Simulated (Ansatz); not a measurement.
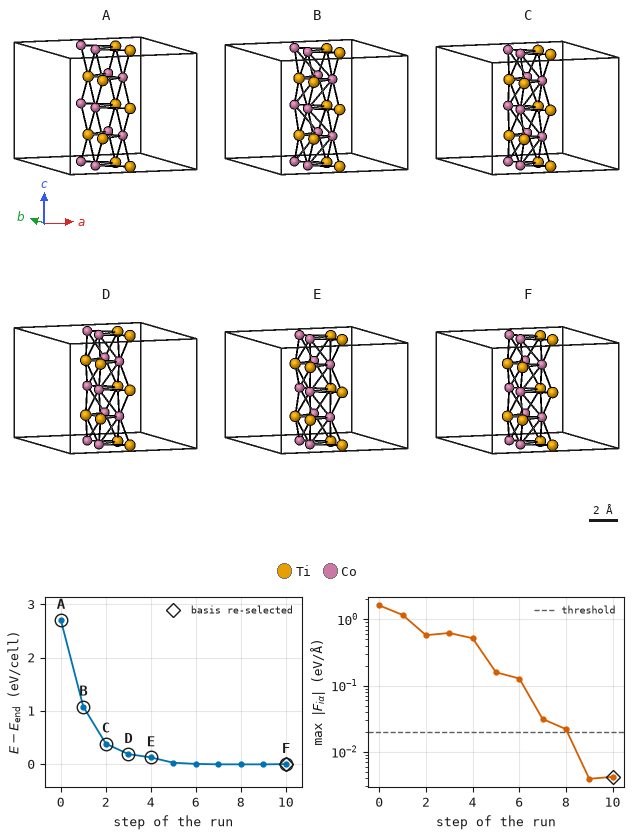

Frames of a relaxation of a wire of composition TiCo, marked on the history of the run. The picture is a ball-and-stick view of the 2 repeat of the cell, with the vacuum cut short, seen slightly off an axis.

Case: wire along [1 1 0], 8 atoms a period.

Computed with DFT PBE, scalar-relativistic, plane waves, PAW in Ansatz. Set-up: plane-wave cutoff 420 eV; k-point mesh 1 × 1 × 13; occupations gaussian; smearing width 0.05 eV; collinear spin; cell relaxed at fixed a, b, alpha, beta, gamma; force threshold 0.02 eV/Å; at most 45 steps.

What happens along the run?

Answer. After 9 accepted moves (10 points after the start) the energy has fallen by 2.708 eV per cell of the calculation. Largest force component: 1.6 eV/Å at the start, 0.0042 eV/Å at the end. The SCF was repeated once at an unchanged geometry on a basis and grid sized afresh for the cell, which shifted the energy by 4.7 meV per cell of the calculation at most. The largest moves relative to the layer's centre, 0.46 Å, are those of Co atoms. Largest moves by element: Co 0.46 Å, Ti 0.21 Å. Along the periodic axis the drawn cell goes c 8.445 → 7.665 Å (−9.2 %). Some distances before and after: Co–Co 2.986 → 2.276 Å, Co–Co 2.986 → 2.529 Å, Co–Ti 2.586 → 2.331 Å, Co–Ti 2.586 → 2.377 Å. New bonds form: Co–Co (2.99 → 2.28 Å). Among the angles between lasting bonds that change: Co–Ti–Co 180.0° → 154.1°, Ti–Co–Ti 180.0° → 161.2°, Co–Ti–Co 70.5° → 56.8°. From step 0 to 1: Co atoms move most (0.19 Å), energy −1.630 eV per cell of the calculation. From step 1 to 2: Co atoms move most (0.19 Å), energy −0.694 eV per cell of the calculation. From step 2 to 3: Ti atoms move most (0.12 Å), energy −0.196 eV per cell of the calculation. From step 3 to 4: Ti atoms move most (0.15 Å), energy −62.4 meV per cell of the calculation. From step 4 to 10: Co atoms move most (0.12 Å), energy −0.126 eV per cell of the calculation.

| step | E − E(0), meV/atom | largest force component, eV/Å | note |
| --- | --- | --- | --- |
| 0 | 0.00 | 1.6236 |  |
| 1 | -203.72 | 1.1661 |  |
| 2 | -290.44 | 0.5769 |  |
| 3 | -314.94 | 0.6224 |  |
| 4 | -322.74 | 0.5186 |  |
| 5 | -335.29 | 0.1587 |  |
| 6 | -337.94 | 0.1279 |  |
| 7 | -338.99 | 0.0313 |  |
| 8 | -339.06 | 0.0220 |  |
| 9 | -339.07 | 0.0039 |  |
| 10 | -338.47 | 0.0042 | same geometry, new basis |

Limits of the set-up: the k-point mesh is coarse for a cell with partly filled bands.
